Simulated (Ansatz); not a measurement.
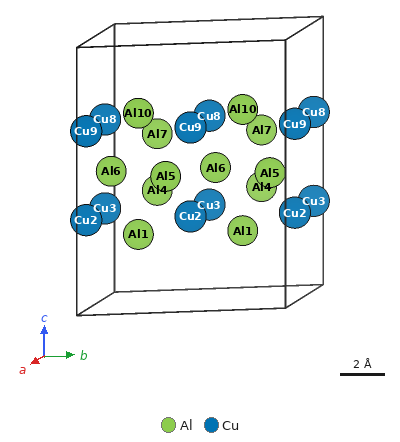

*The structure as given in the input (spheres-only view of the 1 × 2 repeat of the cell, with the vacuum cut short, seen slightly off an axis; atoms are numbered from 1 in the order of the input). An atom can appear more than once, as a periodic image.*

Geometry relaxation of Al₃Cu₂ (part 1 of 2)

System: Al₃Cu₂ (slab, 10 atoms in the cell).
Method: DFT PBEsol, scalar-relativistic, plane waves, PAW, no spin polarisation (Ansatz 0.2.0).

The structure derives from an entry of the Crystallography Open Database. The input holds or restrains some coordinates. Forces given for the steps count only the free coordinates. It belongs to a series of runs on one base structure; here: clean slab, lower half held. Figures and captions count atoms from 1; the log counts them from 0 in places.

## Input
```yaml
crystal:
  lattice:
    - [4.8278486177, 0.0, 0.0]
    - [-2.4139243088, 4.2377626288, 0.0]
    - [0.0, 0.0, 22.7748846054]
  atoms:
    - { symbol: Al, position: [0.75, 0.5, 0.3732181369] }
    - { symbol: Cu, position: [0.75, 0.0, 0.4069641251] }
    - { symbol: Cu, position: [0.25, 0.0, 0.4069641251] }
    - { symbol: Al, position: [0.25, 0.5, 0.4407101134] }
    - { symbol: Al, position: [0.9093199578, 0.8186399155, 0.5] }
    - { symbol: Al, position: [0.5906800422, 0.1813600845, 0.5] }
    - { symbol: Al, position: [0.25, 0.5, 0.5592898866] }
    - { symbol: Cu, position: [0.25, 0.0, 0.5930358749] }
    - { symbol: Cu, position: [0.75, 0.0, 0.5930358749] }
    - { symbol: Al, position: [0.75, 0.5, 0.6267818631] }
basis:
  ecutwfc: 420
kpoints:
  mp_grid: { grid: [7, 7, 1] }
hamiltonian:
  xc: pbesol
scf:
  occupations: { method: gaussian, width: 0.1 }
output:
  forces: true
  eigenvalues: true
  write_density: true
  write_potential: true
  elf: true
  volumetric_format: npy
relax:
  adjacent_minimum: "off"
  f_tol: 0.03
  max_steps: 70
  constraints: [{ sites: [0, 1, 2, 3] }]
efield:
  axis: 3
  dipole_correction: true
  ramp_width: 0.04
```

Command:
```bash
ansatz run input.yaml --threads 4 --pin off --max-ram 10240MiB --backend cpu --events-out ev --progress --plain --runs-dir out
```

## The program's output
```
Engine: ansatz 0.2.0, aarch64-unknown-linux-gnu
Pseudopotentials: kind: paw
Pseudopotential: Al, paw, valence charge 3, recommended cutoff 420 eV (normal), Al.paw.azcp
Pseudopotential: Cu, paw, valence charge 19, recommended cutoff 420 eV (normal), Cu.paw.azcp
Functional definition: PBEsol
  exchange = pbesol_x
  correlation = pbesol_c
Crystal: 10 atoms, lattice volume = 465.958 Å³
Basis set: ecut = 420 eV, 9071 PW (Γ), exchange–correlation on 72×72×320 points (8 copies of the dense FFT grid, shifted against one another)
Bands: 57, of which v1, the nominal top of the filled ones, is band 47 counted from 1 (46 counted from 0)
Symmetry: 4 space group operations
k-points: 16 of 49
Non-local potential: Al, projectors of the file, l = 0: 2, l = 1: 2, l = 2: 1
Non-local potential: Cu, projectors of the file, l = 0: 3, l = 1: 2, l = 2: 3, l = 3: 1
PAW form: soft (Blöchl's): semilocal exchange-correlation on the pseudo side does not see the compensation charge
PAW frozen core: Al, regenerated for the run's functional, and the local potential with it (the file was generated under x = pbe(κ = 0.804, μ = 0.2195149727645171), c = pbe(β = 0.06672455060314922))
PAW frozen core: Cu, regenerated for the run's functional, and the local potential with it (the file was generated under x = pbe(κ = 0.804, μ = 0.2195149727645171), c = pbe(β = 0.06672455060314922))
PAW one-centre angular grid: Al, 110 points (default); XC on 64 Gauss nodes
PAW one-centre angular grid: Cu, 590 points (default); XC on 64 Gauss nodes
Initial density: superposition of atomic densities (neutral atoms: chi_scale 0, normalization atom), corrected by the library's trained network
Initial wavefunctions: pseudopotential atomic-orbital guess
Functional: x = pbesol(κ = 0.804, μ = 0.12345679012345678), c = pbesol(β = 0.046)
SCF iter   1: F=—  HF=-29500.972017 eV  |F-HF|=—  |Δ(HF+E_count)|=         —  Δρ=3.18e-3  dr2=7.42e-2  ethr=1.77e-3  p=-0.000 e·Å  D=-2.43e-14 V/Å  ΔV_dip=0.00 eV  dr2_dipole=1.07e-6  V_vac-E_F(+/−)=4.13/4.13 eV  ⟨swp⟩=9.2  Hψ=4160  notcnv=0
efield: sawtooth ramp at fractional position 0.9800 (placed from the atoms, in the widest stretch of the axis that holds none; the zero of the levels goes with the place), width 0.0400; the density the first Hamiltonian is built on has a dipole p = -0.000 e·Å; the dipole correction subtracts the counter field D = -2.43e-14 V/Å, which shifts the + side's vacuum level by +0.00 eV against the − side's; the planar-averaged density in the ramp window peaks in size at 1.3e-5 e/Å³
preconditioner: auto → LDOS  [metal: Δε(μ)=0.056 eV  Ē_g=6.278 eV  σ=0.100 eV  W_gap=0.31  n_scr=80 (ndim 8)  ℏωp=13.5 eV  f_vac=0.608  D(μ)=4.00/eV (n_scr^D=8)  β→1.0]
SCF iter   2: F=—  HF=-29501.003660 eV  |F-HF|=—  |Δ(HF+E_count)|=   3.16e-2  Δρ=7.28e-3  dr2=1.53e-1  ethr=7.89e-5  p=0.000 e·Å  D=3.55e-5 V/Å  ΔV_dip=-0.00 eV  dr2_dipole=1.34e-6  V_vac-E_F(+/−)=4.33/4.33 eV  ⟨swp⟩=2.0  Hψ=1908  notcnv=0  defer=60
SCF iter   3: F=—  HF=-29500.979836 eV  |F-HF|=—  |Δ(HF+E_count)|=   2.38e-2  Δρ=4.10e-3  dr2=4.70e-2  ethr=7.89e-5  p=0.000 e·Å  D=2.22e-5 V/Å  ΔV_dip=-0.00 eV  dr2_dipole=5.19e-7  V_vac-E_F(+/−)=4.29/4.29 eV  ⟨swp⟩=2.0  Hψ=1655  notcnv=0  defer=60
SCF iter   4: F=—  HF=-29500.971370 eV  |F-HF|=—  |Δ(HF+E_count)|=   8.47e-3  Δρ=8.61e-4  dr2=2.51e-3  ethr=5.00e-5  p=0.000 e·Å  D=9.60e-6 V/Å  ΔV_dip=-0.00 eV  dr2_dipole=4.77e-8  V_vac-E_F(+/−)=4.29/4.29 eV  ⟨swp⟩=2.0  Hψ=1317  notcnv=0  defer=38
SCF iter   5: F=—  HF=-29500.970854 eV  |F-HF|=—  |Δ(HF+E_count)|=   5.16e-4  Δρ=3.07e-4  dr2=2.97e-4  ethr=2.67e-6  p=-0.000 e·Å  D=-1.70e-6 V/Å  ΔV_dip=0.00 eV  dr2_dipole=2.54e-10  V_vac-E_F(+/−)=4.30/4.30 eV  ⟨swp⟩=2.1  Hψ=1336  notcnv=0  defer=38
SCF iter   6: F=-29500.970869 eV  HF=-29500.970844 eV  |F-HF|=2.47e-5  |Δ(HF+E_count)|=   9.73e-6  Δρ=5.83e-5  dr2=1.10e-5  ethr=2.39e-8  p=-0.000 e·Å  D=-4.80e-8 V/Å  ΔV_dip=0.00 eV  dr2_dipole=2.19e-9  V_vac-E_F(+/−)=4.30/4.30 eV  ⟨swp⟩=27.6  Hψ=9995  notcnv=0
SCF 1 converged in 6 iterations: F = -29500.970869 eV  dr2 = 1.10e-5
  greatest PAW one-centre occupation: 1.000 electrons in one spin orbital (limit 2), on the Cu atom at site 8 (counted from 0), in its partial waves of l = 0
relax step   1: F+E_penalty+E_count = -29500.97086866 eV  Δ(F+E_penalty+E_count) = +0.000e0 eV  max|allowed force component| = 6.596e-1 eV/Å  Δτ_max = 0.0000 Å  (6 SCF iters, dr2 threshold 2.25e-5 eV, accepted)
Initial density: handed on by an earlier stage of this run
Initial wavefunctions: those handed on with the density
iter 1 solved again at ethr=3.97e-5 eV; its pass at ethr=3.10e-3 eV (dr2=3.73e-2 eV) is discarded
SCF iter   1: F=—  HF=-29501.059908 eV  |F-HF|=—  |Δ(HF+E_count)|=         —  Δρ=2.51e-3  dr2=4.48e-2  ethr=3.97e-5  p=-0.000 e·Å  D=-7.81e-7 V/Å  ΔV_dip=0.00 eV  dr2_dipole=4.27e-3  V_vac-E_F(+/−)=4.33/4.33 eV  ⟨swp⟩=2.0  Hψ=3591  notcnv=0  defer=62
efield: sawtooth ramp at fractional position 0.9800 (handed on by an earlier solve), width 0.0400; the density the first Hamiltonian is built on has a dipole p = -0.000 e·Å; the dipole correction subtracts the counter field D = -7.81e-7 V/Å, which shifts the + side's vacuum level by +0.00 eV against the − side's; the planar-averaged density in the ramp window peaks in size at 8.0e-6 e/Å³
preconditioner: auto → LDOS  [metal: Δε(μ)=0.049 eV  Ē_g=6.380 eV  σ=0.100 eV  W_gap=0.27  n_scr=80 (ndim 8)  ℏωp=13.5 eV  f_vac=0.613  D(μ)=4.33/eV (n_scr^D=8)  β→1.0]
SCF iter   2: F=—  HF=-29501.057770 eV  |F-HF|=—  |Δ(HF+E_count)|=   2.14e-3  Δρ=3.52e-3  dr2=3.74e-2  ethr=3.97e-5  p=-0.007 e·Å  D=-2.89e-3 V/Å  ΔV_dip=0.07 eV  dr2_dipole=1.82e-5  V_vac-E_F(+/−)=4.40/4.34 eV  ⟨swp⟩=2.0  Hψ=1624  notcnv=0  defer=62
SCF iter   3: F=—  HF=-29501.055390 eV  |F-HF|=—  |Δ(HF+E_count)|=   2.38e-3  Δρ=3.00e-3  dr2=2.48e-2  ethr=3.97e-5  p=-0.007 e·Å  D=-2.84e-3 V/Å  ΔV_dip=0.06 eV  dr2_dipole=5.15e-6  V_vac-E_F(+/−)=4.39/4.33 eV  ⟨swp⟩=2.0  Hψ=1665  notcnv=0  defer=62
SCF iter   4: F=—  HF=-29501.051125 eV  |F-HF|=—  |Δ(HF+E_count)|=   4.27e-3  Δρ=1.01e-3  dr2=2.85e-3  ethr=2.64e-5  p=-0.009 e·Å  D=-3.49e-3 V/Å  ΔV_dip=0.08 eV  dr2_dipole=4.46e-7  V_vac-E_F(+/−)=4.41/4.33 eV  ⟨swp⟩=2.4  Hψ=1336  notcnv=0  defer=62
SCF iter   5: F=—  HF=-29501.050652 eV  |F-HF|=—  |Δ(HF+E_count)|=   4.73e-4  Δρ=2.19e-4  dr2=1.45e-4  ethr=3.03e-6  p=-0.010 e·Å  D=-3.77e-3 V/Å  ΔV_dip=0.09 eV  dr2_dipole=2.89e-6  V_vac-E_F(+/−)=4.42/4.33 eV  ⟨swp⟩=2.0  Hψ=1225  notcnv=0  defer=62
SCF iter   6: F=—  HF=-29501.050641 eV  |F-HF|=—  |Δ(HF+E_count)|=   1.11e-5  Δρ=1.28e-4  dr2=4.64e-5  ethr=1.55e-7  p=-0.010 e·Å  D=-3.86e-3 V/Å  ΔV_dip=0.09 eV  dr2_dipole=1.59e-8  V_vac-E_F(+/−)=4.42/4.33 eV  ⟨swp⟩=3.1  Hψ=2025  notcnv=0  defer=62
SCF iter   7: F=-29501.050636 eV  HF=-29501.050635 eV  |F-HF|=1.08e-6  |Δ(HF+E_count)|=   6.17e-6  Δρ=1.16e-5  dr2=7.77e-7  ethr=2.89e-8  p=-0.010 e·Å  D=-3.90e-3 V/Å  ΔV_dip=0.09 eV  dr2_dipole=4.69e-8  V_vac-E_F(+/−)=4.42/4.33 eV  ⟨swp⟩=24.9  Hψ=10184  notcnv=0
SCF 2 converged in 7 iterations: F = -29501.050636 eV  dr2 = 7.77e-7
  greatest PAW one-centre occupation: 1.000 electrons in one spin orbital (limit 2), on the Cu atom at site 2 (counted from 0), in its partial waves of l = 0
relax step   2: F+E_penalty+E_count = -29501.05063613 eV  Δ(F+E_penalty+E_count) = -7.977e-2 eV  max|allowed force component| = 2.069e-1 eV/Å  Δτ_max = 0.1751 Å  (7 SCF iters, dr2 threshold 2.72e-5 eV, accepted)
SCF iter   1: F=—  HF=-29501.065898 eV  |F-HF|=—  |Δ(HF+E_count)|=         —  Δρ=9.28e-4  dr2=1.27e-2  ethr=9.37e-5  p=-0.010 e·Å  D=-3.90e-3 V/Å  ΔV_dip=0.09 eV  dr2_dipole=1.29e-3  V_vac-E_F(+/−)=4.43/4.34 eV  ⟨swp⟩=3.8  Hψ=1956  notcnv=0  defer=63
efield: sawtooth ramp at fractional position 0.9800 (handed on by an earlier solve), width 0.0400; the density the first Hamiltonian is built on has a dipole p = -0.010 e·Å; the dipole correction subtracts the counter field D = -3.90e-3 V/Å, which shifts the + side's vacuum level by +0.09 eV against the − side's; the planar-averaged density in the ramp window peaks in size at 6.5e-6 e/Å³
preconditioner: auto → LDOS  [metal: Δε(μ)=0.039 eV  Ē_g=6.427 eV  σ=0.100 eV  W_gap=0.21  n_scr=80 (ndim 8)  ℏωp=13.5 eV  f_vac=0.614  D(μ)=4.63/eV (n_scr^D=8)  β→1.0]
SCF iter   2: F=—  HF=-29501.063834 eV  |F-HF|=—  |Δ(HF+E_count)|=   2.06e-3  Δρ=1.09e-3  dr2=4.46e-3  ethr=1.35e-5  p=-0.013 e·Å  D=-5.11e-3 V/Å  ΔV_dip=0.12 eV  dr2_dipole=6.00e-5  V_vac-E_F(+/−)=4.46/4.34 eV  ⟨swp⟩=2.1  Hψ=1551  notcnv=0  defer=64
SCF iter   3: F=—  HF=-29501.064273 eV  |F-HF|=—  |Δ(HF+E_count)|=   4.39e-4  Δρ=1.44e-3  dr2=5.82e-3  ethr=4.75e-6  p=-0.014 e·Å  D=-5.26e-3 V/Å  ΔV_dip=0.12 eV  dr2_dipole=7.62e-5  V_vac-E_F(+/−)=4.46/4.34 eV  ⟨swp⟩=2.9  Hψ=1716  notcnv=0  defer=64
SCF iter   4: F=—  HF=-29501.063204 eV  |F-HF|=—  |Δ(HF+E_count)|=   1.07e-3  Δρ=2.82e-4  dr2=3.36e-4  ethr=4.75e-6  p=-0.014 e·Å  D=-5.38e-3 V/Å  ΔV_dip=0.12 eV  dr2_dipole=2.30e-5  V_vac-E_F(+/−)=4.47/4.34 eV  ⟨swp⟩=2.0  Hψ=1215  notcnv=0  defer=64
SCF iter   5: F=—  HF=-29501.063115 eV  |F-HF|=—  |Δ(HF+E_count)|=   8.92e-5  Δρ=1.01e-4  dr2=4.55e-5  ethr=3.58e-7  p=-0.014 e·Å  D=-5.46e-3 V/Å  ΔV_dip=0.12 eV  dr2_dipole=2.36e-6  V_vac-E_F(+/−)=4.47/4.34 eV  ⟨swp⟩=2.0  Hψ=1287  notcnv=0  defer=64
SCF iter   6: F=—  HF=-29501.063117 eV  |F-HF|=—  |Δ(HF+E_count)|=   1.77e-6  Δρ=7.09e-5  dr2=1.43e-5  ethr=4.84e-8  p=-0.014 e·Å  D=-5.44e-3 V/Å  ΔV_dip=0.12 eV  dr2_dipole=4.78e-8  V_vac-E_F(+/−)=4.47/4.34 eV  ⟨swp⟩=2.0  Hψ=1424  notcnv=0  defer=64
SCF iter   7: F=-29501.063116 eV  HF=-29501.063116 eV  |F-HF|=6.44e-7  |Δ(HF+E_count)|=   1.03e-6  Δρ=9.33e-6  dr2=3.24e-7  ethr=2.85e-9  p=-0.014 e·Å  D=-5.44e-3 V/Å  ΔV_dip=0.12 eV  dr2_dipole=1.33e-8  V_vac-E_F(+/−)=4.47/4.34 eV  ⟨swp⟩=21.7  Hψ=9089  notcnv=0
SCF 3 converged in 7 iterations: F = -29501.063116 eV  dr2 = 3.24e-7
relax step   3: F+E_penalty+E_count = -29501.06311615 eV  Δ(F+E_penalty+E_count) = -1.248e-2 eV  max|allowed force component| = 3.142e-2 eV/Å  Δτ_max = 0.0655 Å  (7 SCF iters, dr2 threshold 2.68e-6 eV, accepted)
SCF iter   1: F=—  HF=-29501.064060 eV  |F-HF|=—  |Δ(HF+E_count)|=         —  Δρ=6.54e-4  dr2=1.57e-3  ethr=1.08e-5  p=-0.014 e·Å  D=-5.44e-3 V/Å  ΔV_dip=0.12 eV  dr2_dipole=6.98e-5  V_vac-E_F(+/−)=4.47/4.34 eV  ⟨swp⟩=2.9  Hψ=1803  notcnv=0  defer=64
efield: sawtooth ramp at fractional position 0.9800 (handed on by an earlier solve), width 0.0400; the density the first Hamiltonian is built on has a dipole p = -0.014 e·Å; the dipole correction subtracts the counter field D = -5.44e-3 V/Å, which shifts the + side's vacuum level by +0.12 eV against the − side's; the planar-averaged density in the ramp window peaks in size at 6.9e-6 e/Å³
preconditioner: auto → LDOS  [metal: Δε(μ)=0.032 eV  Ē_g=6.427 eV  σ=0.100 eV  W_gap=0.17  n_scr=80 (ndim 8)  ℏωp=13.5 eV  f_vac=0.615  D(μ)=4.53/eV (n_scr^D=8)  β→1.0]
SCF iter   2: F=—  HF=-29501.063727 eV  |F-HF|=—  |Δ(HF+E_count)|=   3.33e-4  Δρ=5.05e-4  dr2=1.07e-3  ethr=1.67e-6  p=-0.014 e·Å  D=-5.44e-3 V/Å  ΔV_dip=0.12 eV  dr2_dipole=2.86e-5  V_vac-E_F(+/−)=4.47/4.35 eV  ⟨swp⟩=2.5  Hψ=1925  notcnv=0  defer=64
SCF iter   3: F=—  HF=-29501.063617 eV  |F-HF|=—  |Δ(HF+E_count)|=   1.10e-4  Δρ=4.61e-4  dr2=6.09e-4  ethr=1.14e-6  p=-0.013 e·Å  D=-5.23e-3 V/Å  ΔV_dip=0.12 eV  dr2_dipole=2.89e-6  V_vac-E_F(+/−)=4.47/4.35 eV  ⟨swp⟩=2.4  Hψ=1700  notcnv=0  defer=64
SCF iter   4: F=—  HF=-29501.063515 eV  |F-HF|=—  |Δ(HF+E_count)|=   1.02e-4  Δρ=8.90e-5  dr2=3.54e-5  ethr=6.48e-7  p=-0.014 e·Å  D=-5.27e-3 V/Å  ΔV_dip=0.12 eV  dr2_dipole=3.57e-7  V_vac-E_F(+/−)=4.47/4.35 eV  ⟨swp⟩=2.0  Hψ=1205  notcnv=0  defer=64
SCF iter   5: F=—  HF=-29501.063450 eV  |F-HF|=—  |Δ(HF+E_count)|=   6.52e-5  Δρ=3.57e-5  dr2=4.80e-6  ethr=3.77e-8  p=-0.014 e·Å  D=-5.33e-3 V/Å  ΔV_dip=0.12 eV  dr2_dipole=1.39e-7  V_vac-E_F(+/−)=4.47/4.35 eV  ⟨swp⟩=2.0  Hψ=1355  notcnv=0  defer=64
SCF iter   6: F=—  HF=-29501.063451 eV  |F-HF|=—  |Δ(HF+E_count)|=   5.90e-7  Δρ=1.97e-5  dr2=1.34e-6  ethr=5.10e-9  p=-0.014 e·Å  D=-5.35e-3 V/Å  ΔV_dip=0.12 eV  dr2_dipole=5.36e-8  V_vac-E_F(+/−)=4.47/4.35 eV  ⟨swp⟩=2.1  Hψ=1425  notcnv=0  defer=64
SCF iter   7: F=-29501.063451 eV  HF=-29501.063450 eV  |F-HF|=1.06e-7  |Δ(HF+E_count)|=   7.73e-8  Δρ=3.04e-6  dr2=3.44e-8  ethr=1.06e-10  p=-0.014 e·Å  D=-5.36e-3 V/Å  ΔV_dip=0.12 eV  dr2_dipole=1.72e-9  V_vac-E_F(+/−)=4.47/4.35 eV  ⟨swp⟩=18.5  Hψ=8473  notcnv=0
SCF 4 converged in 7 iterations: F = -29501.063451 eV  dr2 = 3.44e-8
relax step   4: F+E_penalty+E_count = -29501.06345054 eV  Δ(F+E_penalty+E_count) = -3.344e-4 eV  max|allowed force component| = 1.411e-2 eV/Å  Δτ_max = 0.0120 Å  (7 SCF iters, accepted)
```

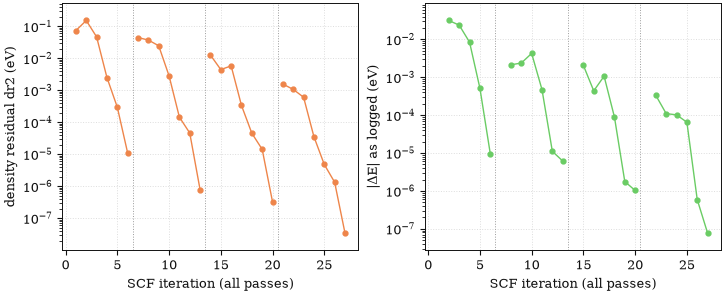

*Convergence of the self-consistent field: density residual dr2 and size of the energy change against the SCF iteration. The dotted lines part the SCF passes of the relaxation: geometry steps, rejected trials and re-solves on a re-selected basis.*

The passes take 6, 7, 7 and 7 iterations.

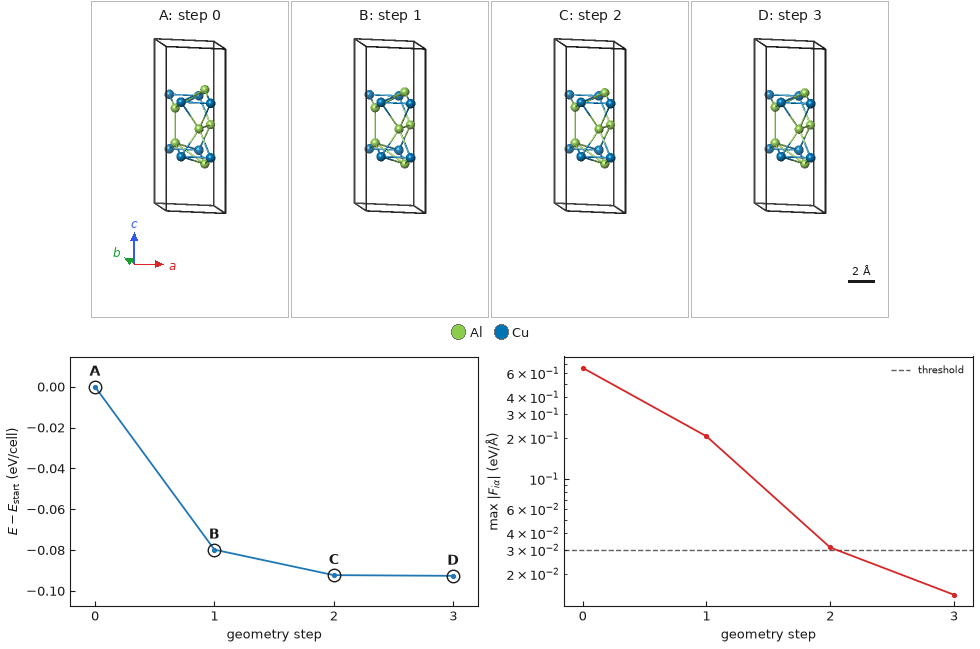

*Frames of the restrained relaxation (ball-and-stick view of the cell of the calculation, with the vacuum cut short, seen slightly off an axis) above the curves, on which the letters mark them (the first geometry is step 0 here and step 1 in the log).*

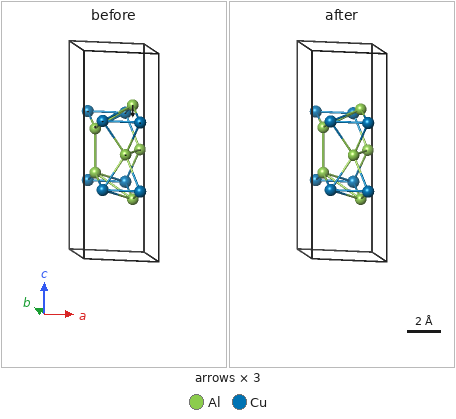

*Before (left) and after (right) the restrained relaxation, at one scale (ball-and-stick view of the cell of the calculation, with the vacuum cut short, seen slightly off an axis). The black arrows give the displacements, magnified 3 times.*

After 3 geometry steps the energy has fallen by 92.6 meV per cell of the calculation. The largest force component goes from 0.66 to 0.014 eV/Å. Al10 moves most: 0.25 Å. By element the largest moves are Al 0.25 Å, Cu 0.03 Å. The cell stays as it was. Among the contacts that change: Al7–Al10 2.862 → 2.703 Å, Al4–Al7 2.701 → 2.768 Å, Cu8–Al10 2.557 → 2.499 Å, Al7–Cu8 2.557 → 2.529 Å. Among the angles that change: Al7–Al10–Al7 115.0° → 126.5°, Cu8–Al10–Cu8 145.0° → 154.7°, Al7–Al10–Cu8 103.7° → 109.4°. (Atoms are counted from 1 in the order of the input.)
